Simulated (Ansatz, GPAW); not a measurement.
# Ballistic transport through hexatriene-1,6-dithiol between two Ni chains, from relaxation to T(E), part 3 of 4

How well does hexatriene-1,6-dithiol between two Ni chains conduct once its atoms have relaxed, and how much do cheaper levels lose?

GPAW 26.7.0 and Ansatz 0.2.0; Ansatz plane waves; relaxation of the junction with the lead ends held (the session's first sound run).

So far. Step 2 (Relaxation): The relaxation lowered the energy of the cell by 1.52 eV.

## Step 3: Plane waves, PBE (continued)

Level of this step: Ansatz plane waves; Landauer transmission by layers, zero bias (Ansatz).

The valence density, planar mean (density) oscillates, so the rows of the table below give means over windows of 2.23 Å about each position, cut where the curve ends. Its first 14 maxima inside the range that stand out by 2 % of the span (Å: e/Å³): 1.0: 0.224, 3.3: 0.226, 5.3: 0.222, 7.6: 0.227, 9.7: 0.220, 11.9: 0.228, 13.5: 0.228, 15.4: 0.230, 16.8: 0.0377, 19.2: 0.0639, 21.4: 0.0600, 23.6: 0.0639, 26.0: 0.0377, 27.3: 0.230. Its first 14 minima: 2.2: 0.0128, 4.3: 0.0125, 6.5: 0.0127, 8.6: 0.0126, 10.8: 0.0129, 12.8: 0.0230, 14.6: 0.0162, 16.2: 0.0306, 18.0: 0.0226, 20.2: 0.0251, 22.6: 0.0251, 24.8: 0.0226, 26.6: 0.0307, 28.2: 0.0162.

Valence density, planar mean against z; means over each step:

```
z (Å)  density (e/Å³)  rho spin (e/Å³)
 1.11          0.0746          0.00469
 3.34          0.0746          0.00465
 5.57          0.0747          0.00471
 7.80          0.0747          0.00464
10.03          0.0750          0.00468
12.26          0.0935          0.00561
14.49           0.105          0.00492
16.72          0.0456          0.00127
18.95          0.0405           4.2e-5
21.18          0.0401           2.2e-5
23.41          0.0409           3.5e-5
25.64          0.0313           4.1e-4
27.87          0.0871          0.00370
30.10           0.120          0.00714
32.33          0.0775          0.00474
34.56          0.0765          0.00484
36.79          0.0759          0.00483
39.02          0.0754          0.00471
41.25          0.0751          0.00479
```

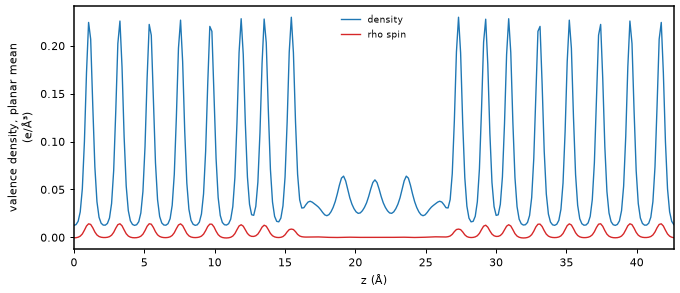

Valence density, planar mean, plotted against z.

The largest of the program's own error estimates on the conductance is 12 %. T at the Fermi level is 0.849 of 3.5 open channels a spin.

## Step 4: Double-zeta polarised basis

Localised orbitals split the wire into layers that couple to their neighbours alone, which is what the Green's function method needs; double zeta with polarisation is the usual level for numbers.

This step: GPAW LCAO, PAW setups; Landauer transmission from Green's functions with principal layers (ASE), zero bias (GPAW 26.7.0).

The input, run.py:

```python
import json
import numpy as np
from ase import Atoms
from ase.transport.calculators import TransportCalculator
from gpaw import GPAW, FermiDirac
from gpaw.lcao.tools import get_lcao_hamiltonian
from scipy.linalg import eigh

# The junction with lead layers at both ends, along the third cell vector
device = Atoms(
    ['Ni', 'Ni', 'Ni', 'Ni', 'Ni', 'Ni', 'Ni', 'Ni', 'S', 'C', 'H', 'H', 'C', 'C', 'H', 'H', 'C', 'C', 'H', 'H', 'C', 'S', 'Ni', 'Ni', 'Ni', 'Ni', 'Ni', 'Ni', 'Ni', 'Ni'],
    positions=[
        [6.04302, 4.50000, 1.08000],
        [6.04302, 4.50000, 3.24000],
        [6.04302, 4.50000, 5.40000],
        [6.04302, 4.50000, 7.56000],
        [6.04302, 4.50000, 9.72000],
        [6.04302, 4.50000, 11.88000],
        [4.92752, 5.38479, 13.54324],
        [5.62902, 4.53801, 15.44702],
        [4.27446, 4.25931, 17.01295],
        [4.53025, 4.43635, 18.69995],
        [6.64704, 4.39963, 19.08170],
        [3.56036, 4.49339, 19.20889],
        [5.64813, 4.45535, 19.52388],
        [5.52122, 4.51503, 20.93156],
        [7.58882, 4.43894, 21.44963],
        [4.50217, 4.57038, 21.33046],
        [6.56978, 4.49505, 21.84844],
        [6.44261, 4.55425, 23.25612],
        [8.53050, 4.51682, 23.57202],
        [5.44354, 4.60915, 23.69810],
        [7.56018, 4.57376, 24.08048],
        [7.81470, 4.75098, 25.76769],
        [6.45985, 4.46900, 27.33243],
        [7.16368, 3.62440, 29.23647],
        [6.04302, 4.50000, 30.90136],
        [6.04302, 4.50000, 33.06136],
        [6.04302, 4.50000, 35.22136],
        [6.04302, 4.50000, 37.38136],
        [6.04302, 4.50000, 39.54136],
        [6.04302, 4.50000, 41.70136]],
    cell=[[12.08605, 0.0, 0.0], [0.0, 9.0, 0.0], [0.0, 0.0, 42.78136]],
    pbc=True,
    magmoms=[1.0, 1.0, 1.0, 1.0, 1.0, 1.0, 1.0, 1.0, 0.0, 0.0, 0.0, 0.0, 0.0, 0.0, 0.0, 0.0, 0.0, 0.0, 0.0, 0.0, 0.0, 0.0, 1.0, 1.0, 1.0, 1.0, 1.0, 1.0, 1.0, 1.0])

# One principal layer of the lead: the first 5 atoms of the device
lead = Atoms(
    ['Ni', 'Ni', 'Ni', 'Ni', 'Ni'],
    positions=[
        [6.04302, 4.50000, 1.08000],
        [6.04302, 4.50000, 3.24000],
        [6.04302, 4.50000, 5.40000],
        [6.04302, 4.50000, 7.56000],
        [6.04302, 4.50000, 9.72000]],
    cell=[[12.08605, 0.0, 0.0], [0.0, 9.0, 0.0], [0.0, 0.0, 10.8]],
    pbc=True,
    magmoms=[1.0, 1.0, 1.0, 1.0, 1.0])

settings = dict(mode='lcao', basis='dzp', xc='PBE', h=0.18,
                occupations=FermiDirac(0.1), maxiter=250,
                mixer=dict(beta=0.05, nmaxold=8, weight=100.0),
                convergence=dict(density=0.0001))
energies = np.arange(-2, 2 + 1e-9, 0.025)
eta = 0.0001
n1, n2 = 1, 1
# k and -k transmit alike, so half of the mesh across the current serves
mesh = [(i, j) for i in range(n1) for j in range(n2) if (i, j) <= (-i % n1, -j % n2)]
weights = np.array([1 if (i, j) == (-i % n1, -j % n2) else 2 for i, j in mesh]) / (n1 * n2)

# [... helper functions left out ...]
fermi_lead = ground_state(lead, (1, 1, 11), 'lead.txt')
fermi_device = ground_state(device, (1, 1, 2), 'device.txt')
# [... loop over the mesh left out, but for ...]
        # Shift the lead onto the potential of the device's first layer
        shift = ((H[:, 0, 0] - H0[:, 0, 0]) / S0[0, 0]).real.mean()
# [...]
kT = 8.617333e-5 * 300
bias = [0.1, 0.2, 0.5, 1.0, 1.5, 2.0]
# [... integrals and printing left out ...]
```

Command:

```console
> OMP_NUM_THREADS=1 OPENBLAS_NUM_THREADS=1 python run.py
```

Numbers of over 12 decimals in the logs are rounded to 6 here.

The log of the run:

```text
basis functions: device 566, principal layer 135
Fermi level: lead -3.7183 eV, device -3.5306 eV; lead shifted by 0.0005 eV
largest coupling past the next layer 1.00e-05 eV, largest misfit of the first layer 0.101 eV
  E-E_F (eV)   T up        T down      [channel counts left out]
    -2.000    7.1724e-01  2.6198e-01
    -1.975    7.6271e-01  3.4898e-01
    -1.950    7.8761e-01  4.6090e-01
    -1.925    7.8088e-01  4.6049e-01
    -1.900    7.3044e-01  8.3001e-02
    -1.875    6.2776e-01  2.9274e-02
    -1.850    4.8495e-01  2.6129e-02
    -1.825    3.3981e-01  2.1502e-02
    -1.800    2.2562e-01  1.7766e-02
    -1.775    1.4942e-01  1.4954e-02
    -1.750    1.0244e-01  1.3097e-02
    -1.725    7.4174e-02  1.1736e-02
    -1.700    5.7169e-02  1.0774e-02
    -1.675    4.6983e-02  1.0074e-02
    -1.650    4.1178e-02  9.5257e-03
    -1.625    3.8623e-02  9.0324e-03
[...]
1.825    9.9332e-01  2.6318e-01
     1.850    7.4589e-01  5.4060e-01
     1.875    4.4790e-01  9.2370e-01
     1.900    2.7356e-01  9.0954e-01
     1.925    1.7840e-01  5.7488e-01
     1.950    1.2126e-01  3.4263e-01
     1.975    1.5134e-01  2.1821e-01
     2.000    1.9352e-01  1.4938e-01
conductance at 300 K: 0.68094 G0 a cell; thermopower 21.1 uV/K
current from the zero-bias T(E) at 0.1 V: 5.3055 uA
current from the zero-bias T(E) at 0.2 V: 10.568 uA
current from the zero-bias T(E) at 0.5 V: 22.698 uA
current from the zero-bias T(E) at 1.0 V: 33.598 uA
current from the zero-bias T(E) at 1.5 V: 36.107 uA
current from the zero-bias T(E) at 2.0 V: 46.847 uA
```

Run time: 51 min. Hardware: 1 thread of Arm Neoverse N1, shared host; peak memory 3.3 GiB.

Numbers from this step:

* junction conductance per cell: 0.6809 G₀
* largest coupling past the next principal layer: 1.00e-5 eV
* largest misfit of the first principal layer: 0.1006 eV
* shift that aligns the lead: 4.83e-4 eV
* basis functions of the junction: 566
* basis functions of a principal layer: 135
* transmission, spin up: 0.5052
* transmission, spin down: 0.7942

Each spin. Transmission, zone mean against energy, zero at the Fermi level:

```
energy (eV)     T up   T down
     -2.000    0.717    0.262
     -1.800    0.226   0.0178
     -1.600   0.0397  0.00851
     -1.475    0.936  0.00531
     -1.400    0.157  0.00564
     -1.200    0.152   0.0710
     -1.025    0.591    0.989
     -1.000    0.772    0.915
     -0.975    0.971    0.758
     -0.850    0.827    0.825
     -0.800    0.183    0.682
     -0.600   0.0166   0.0463
     -0.400   0.0544    0.254
     -0.200    0.254    0.991
     -0.075    0.992    0.806
      0.000    0.505    0.794
      0.200   0.0608    0.561
      0.400   0.0208    0.739
      0.600   0.0112   0.0867
      0.800  0.00817   0.0438
      1.000  0.00769   0.0211
      1.200  0.00966   0.0166
      1.400   0.0190   0.0211
      1.600   0.0208   0.0573
      1.800    0.790    0.120
      1.825    0.993    0.263
      2.000    0.194    0.149
```

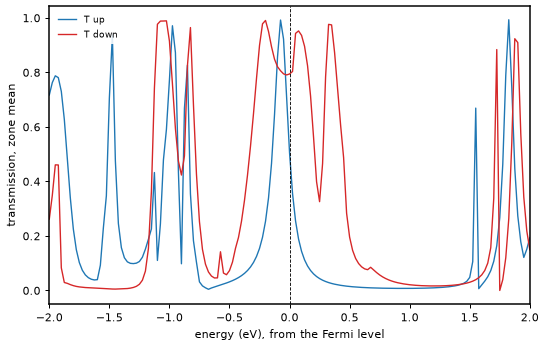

Transmission, zone mean, plotted against energy.

Not self-consistent under bias; the bias window is split evenly. Current through one cell, from the zero-bias transmission against bias:

```
bias (V)  current through one cell, from the zero-bias transmission (μA)
   0.100                                                            5.31
   0.200                                                            10.6
   0.500                                                            22.7
   1.000                                                            33.6
   1.500                                                            36.1
   2.000                                                            46.8
```

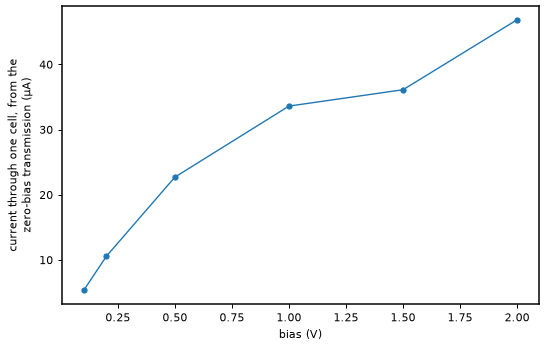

Current through one cell, from the zero-bias transmission, plotted against bias.

Transmission of the three most open eigenchannels against energy, zero at the Fermi level:

```
energy (eV)  channel 1 up  channel 2 up  channel 3 up  channel 1 down  channel 2 down  channel 3 down
     -2.000         0.717        2.3e-4        5.8e-7           0.262               0               0
     -1.500         0.703       0.00263        2.6e-6         0.00541          4.0e-4          3.4e-9
     -1.000         0.771        3.5e-4        2.6e-5           0.914          6.3e-4          9.5e-7
     -0.500        0.0316             0             0          0.0729          6.1e-5          1.3e-7
      0.000         0.505             0             0           0.794          3.4e-6          2.5e-7
      0.500        0.0147             0             0           0.196          3.6e-6          3.9e-8
      1.000       0.00769             0             0          0.0211               0               0
      1.500        0.0480             0             0          0.0302               0               0
      2.000         0.193        6.8e-5        6.4e-8           0.149               0               0
```

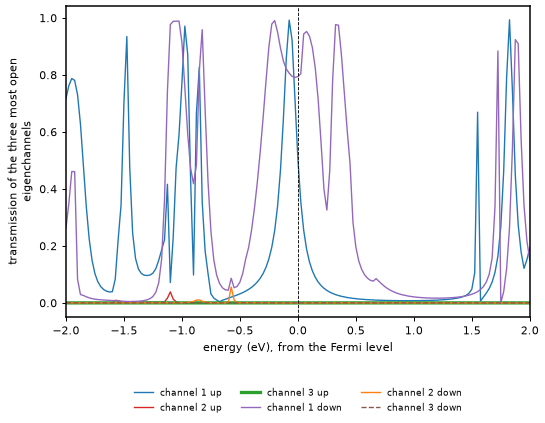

Transmission of the three most open eigenchannels against energy.

Site moment by element, in μB:

```
element  atoms  mean  spread (r.m.s.)  least  largest
     Ni     16  1.13             0.11   0.87     1.21
      S      2  0.03             0.00   0.03     0.03
      C      6  0.00             0.00   0.00     0.01
      H      6  0.00             0.00   0.00     0.00
```

The atoms farthest from the mean of their element:

```
atom        x, y, z (Å)  site moment (μB)
Ni23  6.46, 4.47, 27.33              0.87
 Ni8  5.63, 4.54, 15.45              0.87
Ni26  6.04, 4.50, 33.06              1.21
 Ni5   6.04, 4.50, 9.72              1.21
 Ni7  4.93, 5.38, 13.54              1.06
Ni24  7.16, 3.62, 29.24              1.06
 Ni2   6.04, 4.50, 3.24              1.21
Ni29  6.04, 4.50, 39.54              1.21
```

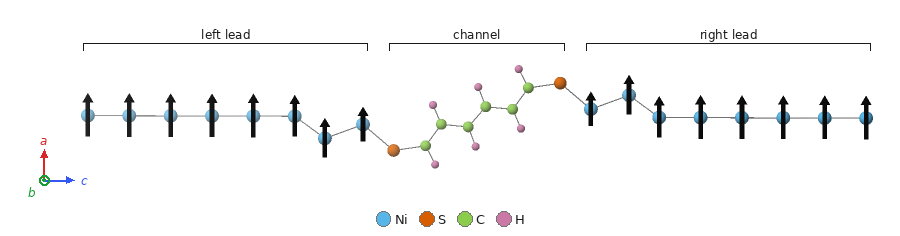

Site moment as arrows, the longest 1.21 μB. Up and down stand for the sign. Arrows give size and sign along the axis of quantisation, drawn up and down the page.

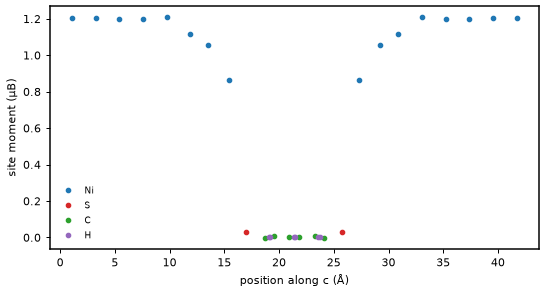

Site moment along the cell.

At the Fermi level T is 0.650 against 0.849 in plane waves. Couplings past the next layer reach 1.0e-5 eV, small enough to drop; the matrix elements of the cell's first layer differ from the bulk lead's by up to 0.10 eV. That layer keeps its own values in the calculation, and only beyond it is the lead taken as perfect. The Fermi levels of lead and junction count from different zeros of potential, one for each periodic cell; with both set to zero, the small remaining shift is what aligns them. By hand: G = 0.6809 × 77.48 μS = 52.8 μS, a resistance of 19.0 kΩ; at 0.1 V a linear junction would pass 5.28 μA, and the integral over the bias window gives 5.31 μA.

## Step 5: Single-zeta polarised basis

One radial function a shell plus polarisation makes the matrices smaller; the question is what that costs.

run.py: that of step 4 with these lines changed.

```diff
@@ -59,3 +59,3 @@
 
-settings = dict(mode='lcao', basis='dzp', xc='PBE', h=0.18,
+settings = dict(mode='lcao', basis='szp(dzp)', xc='PBE', h=0.18,
                 occupations=FermiDirac(0.1), maxiter=250,
```

The log of the run:

```text
basis functions: device 336, principal layer 75
Fermi level: lead -3.3627 eV, device -3.4286 eV; lead shifted by -0.0484 eV
largest coupling past the next layer 1.01e-05 eV, largest misfit of the first layer 0.495 eV
  E-E_F (eV)   T up        T down      [channel counts left out]
    -2.000    8.1573e-01  2.5356e-01
    -1.975    6.7152e-01  1.6725e-01
    -1.950    4.0400e-01  7.6952e-02
[...]
1.975    1.2600e-01  1.7945e-01
     2.000    1.2241e-01  1.7063e-01
conductance at 300 K: 0.45698 G0 a cell; thermopower 4.173 uV/K
current from the zero-bias T(E) at 0.1 V: 3.6036 uA
current from the zero-bias T(E) at 0.2 V: 7.3365 uA
current from the zero-bias T(E) at 0.5 V: 17.08 uA
current from the zero-bias T(E) at 1.0 V: 29.273 uA
current from the zero-bias T(E) at 1.5 V: 31.654 uA
current from the zero-bias T(E) at 2.0 V: 40.572 uA
```

It took 59 min on 1 thread; peak memory 3.2 GiB.

This step gave:

| Property | Result |
| --- | --- |
| junction conductance per cell | 0.4570 G₀ |
| largest coupling past the next principal layer | 1.01e-5 eV |
| largest misfit of the first principal layer | 0.4953 eV |
| shift that aligns the lead | -0.04838 eV |
| basis functions of the junction | 336 |
| basis functions of a principal layer | 75 |
| transmission, spin up | 0.05445 |
| transmission, spin down | 0.7278 |

The conductance, 0.457 G₀, lies 33 % below that of the dzp run. The first layer now differs from the lead by 0.50 eV after a shift of -0.048 eV, a far poorer match of lead and junction than at the start, whatever the conductance shows.

## Step 6: GPAW, sz: basis = "sz(dzp)"

One function for each valence shell of the setup, as for a first survey of a large system.

run.py: that of step 5 with these lines changed.

```diff
@@ -59,3 +59,3 @@
 
-settings = dict(mode='lcao', basis='szp(dzp)', xc='PBE', h=0.18,
+settings = dict(mode='lcao', basis='sz(dzp)', xc='PBE', h=0.18,
                 occupations=FermiDirac(0.1), maxiter=250,
```

The log of the run:

```text
basis functions: device 230, principal layer 60
Fermi level: lead -3.4133 eV, device -3.5223 eV; lead shifted by -0.0404 eV
largest coupling past the next layer 1.02e-05 eV, largest misfit of the first layer 0.544 eV
  E-E_F (eV)   T up        T down      [channel counts left out]
    -2.000    4.4657e-01  2.5370e-02
    -1.975    4.0190e-01  9.0085e-03
    -1.950    3.7440e-01  1.0232e-03
[...]
1.975    9.3815e-02  1.3107e-01
     2.000    9.1788e-02  1.2652e-01
conductance at 300 K: 0.35504 G0 a cell; thermopower -47.57 uV/K
current from the zero-bias T(E) at 0.1 V: 2.6911 uA
current from the zero-bias T(E) at 0.2 V: 5.1279 uA
current from the zero-bias T(E) at 0.5 V: 10.465 uA
current from the zero-bias T(E) at 1.0 V: 21.026 uA
current from the zero-bias T(E) at 1.5 V: 25.187 uA
current from the zero-bias T(E) at 2.0 V: 31.614 uA
```

The job ended after 50 min (1 thread; peak memory 3.1 GiB).

This step gave:

* junction conductance per cell: 0.3550 G₀
* largest coupling past the next principal layer: 1.02e-5 eV
* largest misfit of the first principal layer: 0.5436 eV
* shift that aligns the lead: -0.04044 eV
* basis functions of the junction: 230
* basis functions of a principal layer: 60
* transmission, spin up: 0.01403
* transmission, spin down: 0.7575

Each spin. The transmission, zone mean by energy, zero at the Fermi level:

```
energy (eV)     T up   T down
     -2.000    0.447   0.0254
     -1.850    0.988  0.00142
     -1.800    0.346  0.00168
     -1.600   0.0146  0.00235
     -1.400    0.968   0.0158
     -1.200   0.0808    0.820
     -1.025    0.940    0.899
     -1.000    0.154    0.970
     -0.975    0.124    0.994
     -0.800   0.0172   0.0242
     -0.600    0.222  0.00105
     -0.475    0.987   9.4e-4
     -0.400    0.467   0.0114
     -0.200   0.0447    0.111
      0.000   0.0140    0.758
      0.200  0.00740    0.488
      0.400  0.00541    0.920
      0.600  0.00517    0.154
      0.800  0.00655   0.0528
      1.000  0.00755   0.0331
      1.200   0.0356   0.0900
      1.400    0.955    0.252
      1.425    0.983    0.388
      1.525    0.438    0.996
      1.600    0.252    0.657
      1.800    0.119    0.206
      2.000   0.0918    0.127
```

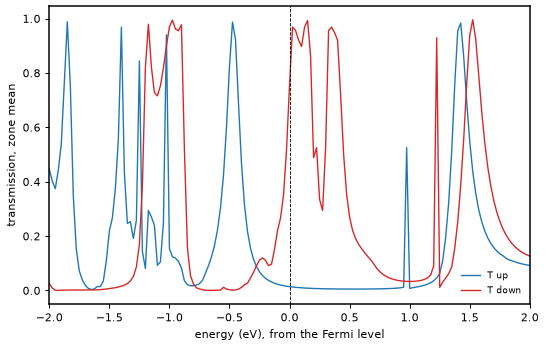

Transmission, zone mean against energy.

The conductance, 0.355 G₀, lies 48 % below that of the dzp run. The first layer now differs from the lead by 0.54 eV after a shift of -0.040 eV, a far poorer match of lead and junction than at the start, whatever the conductance shows.

## Step 7: revPBE in the dzp basis: xc = "revPBE"

Back in the dzp basis, the functional changes from PBE to revPBE, to set the spread between functionals beside that between bases.

run.py: that of step 6 with these lines changed.

```diff
@@ -59,3 +59,3 @@
 
-settings = dict(mode='lcao', basis='sz(dzp)', xc='PBE', h=0.18,
+settings = dict(mode='lcao', basis='dzp', xc='revPBE', h=0.18,
                 occupations=FermiDirac(0.1), maxiter=250,
```

The log of the run:

```text
basis functions: device 566, principal layer 135
Fermi level: lead -3.5874 eV, device -3.4023 eV; lead shifted by -0.0319 eV
largest coupling past the next layer 9.86e-06 eV, largest misfit of the first layer 0.362 eV
  E-E_F (eV)   T up        T down      [channel counts left out]
    -2.000    7.8538e-01  2.9062e-01
    -1.975    8.1943e-01  4.3068e-01
    -1.950    8.2407e-01  5.8820e-01
[...]
1.975    2.1357e-01  2.4274e-01
     2.000    1.9291e-01  1.6089e-01
conductance at 300 K: 0.67663 G0 a cell; thermopower 20.47 uV/K
current from the zero-bias T(E) at 0.1 V: 5.2695 uA
current from the zero-bias T(E) at 0.2 V: 10.529 uA
current from the zero-bias T(E) at 0.5 V: 23.022 uA
current from the zero-bias T(E) at 1.0 V: 33.819 uA
current from the zero-bias T(E) at 1.5 V: 36.469 uA
current from the zero-bias T(E) at 2.0 V: 47.239 uA
```

It took 1.7 h on 1 thread; peak memory 3.3 GiB.

Numbers from this step:

| Quantity | Value |
| --- | --- |
| junction conductance per cell | 0.6766 G₀ |
| largest coupling past the next principal layer | 9.86e-6 eV |
| largest misfit of the first principal layer | 0.3618 eV |
| shift that aligns the lead | -0.03192 eV |
| basis functions of the junction | 566 |
| basis functions of a principal layer | 135 |
| transmission, spin up | 0.4081 |
| transmission, spin down | 0.8655 |

The conductance, 0.677 G₀, lies 0.6 % below that of the dzp run. The first layer now differs from the lead by 0.36 eV after a shift of -0.032 eV, a far poorer match of lead and junction than at the start, whatever the conductance shows.

[end of part 3 of 4]

[Logs are printed without paths, hosts, clocks, repeated set-up lines and the standing remarks that a program may print on its own settings, such as how far it seeks lower states.]

[Hosts, paths, dates, database ids (printed as entryN), source tags and the programs' standing remarks are cut or masked in the printed files.]
